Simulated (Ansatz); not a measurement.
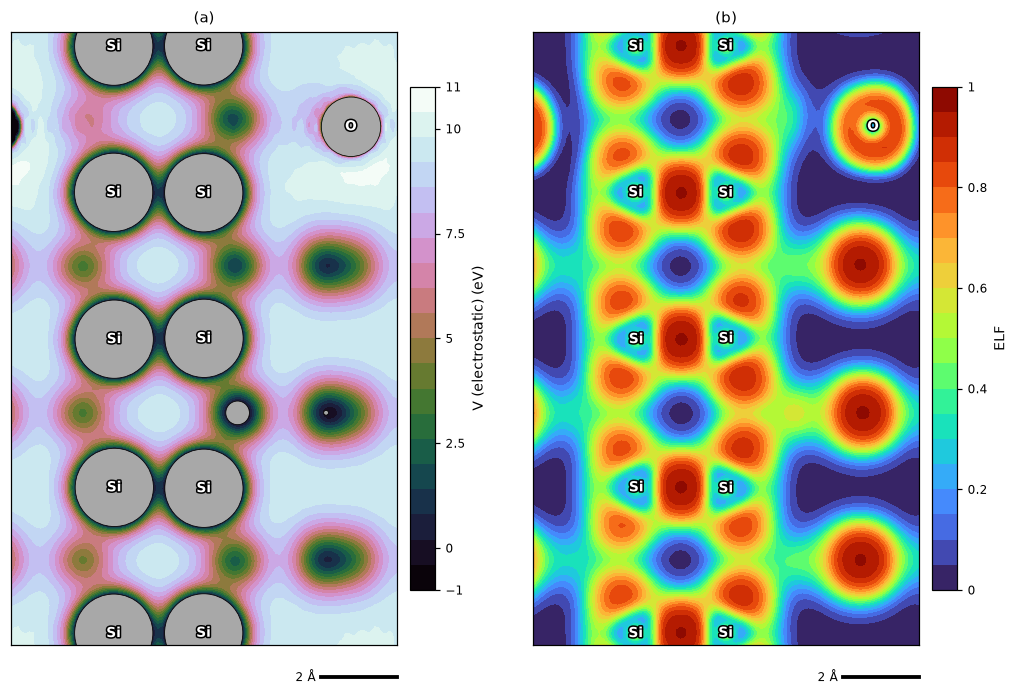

The picture shows: Si₃₂O (cell with a defect). (a) electrostatic potential energy of an electron; (b) electron localisation function on the (110) plane of the calculation cell. Grey discs cover the atomic cores in the potential map.

Level of theory: DFT PBE, scalar-relativistic, plane waves, PAW in Ansatz 0.2.0.

Core electrons are frozen (PAW), and the valence fields are smoothed inside the atomic spheres.

```cif
data_structure
_symmetry_space_group_name_H-M 'P 1'
_symmetry_Int_Tables_number 1
_cell_length_a 9.4745
_cell_length_b 9.4745
_cell_length_c 9.4745
_cell_angle_alpha 109.471
_cell_angle_beta 109.471
_cell_angle_gamma 109.471
_cell_volume 654.70
loop_
_atom_site_label
_atom_site_type_symbol
_atom_site_fract_x
_atom_site_fract_y
_atom_site_fract_z
_atom_site_occupancy
Si1 Si 0.74659 0.74560 0.25055 1
Si2 Si 0.99703 0.74641 0.00117 1
Si3 Si 0.74297 0.48808 0.49802 1
Si4 Si 0.24730 0.74625 0.75195 1
Si5 Si 0.99551 0.49530 0.25120 1
Si6 Si 0.48213 0.73805 0.49410 1
Si7 Si 0.25641 0.51146 0.00987 1
Si8 Si 0.74804 0.24497 0.75167 1
Si9 Si 0.99719 0.24638 0.50141 1
Si10 Si 0.50104 0.49971 0.76072 1
Si11 Si 0.74816 0.99575 0.00036 1
Si12 Si 0.26179 0.25996 0.27526 1
Si13 Si 0.50489 0.24942 0.00500 1
Si14 Si 0.95179 0.95335 0.71189 1
Si15 Si 0.24766 0.99634 0.50148 1
Si16 Si 0.49875 0.99950 0.25349 1
Si17 Si 0.50213 0.75509 0.25716 1
Si18 Si 0.74897 0.74788 0.00464 1
Si19 Si 0.50604 0.50506 0.51807 1
Si20 Si 0.99029 0.73169 0.74373 1
Si21 Si 0.74959 0.49757 0.25356 1
Si22 Si 0.23947 0.74343 0.49912 1
Si23 Si 0.99899 0.49677 0.00315 1
Si24 Si 0.49869 0.24680 0.75251 1
Si25 Si 0.74670 0.24369 0.50143 1
Si26 Si 0.24821 0.49687 0.75288 1
Si27 Si 0.49874 0.99678 0.00297 1
Si28 Si 0.99978 0.24743 0.25199 1
Si29 Si 0.28826 0.28980 0.04838 1
Si30 Si 0.72490 0.98320 0.73836 1
Si31 Si 0.99517 0.99374 0.49524 1
Si32 Si 0.24851 0.99821 0.25214 1
O1 O 0.09728 0.12156 0.90289 1
```

Question: Read the bonding off the picture.

Answer:
- The section cuts through Si and O sites.
- Si–Si (2.37 Å): the ELF peaks at about 0.95 between the atoms; a shared electron pair.
- The ELF also peaks beside O, away from the bonds: lone-pair regions.
- Outside the cores the potential energy rises away from the atoms and is highest about 1.2 Å from the nearest atoms; its zero is arbitrary.

Question: Does the calculation give a band gap?

Answer: It is gapped, with a Kohn–Sham gap of 1.3 eV on the k-point mesh (the band edges may lie off the mesh, which would make the gap smaller).
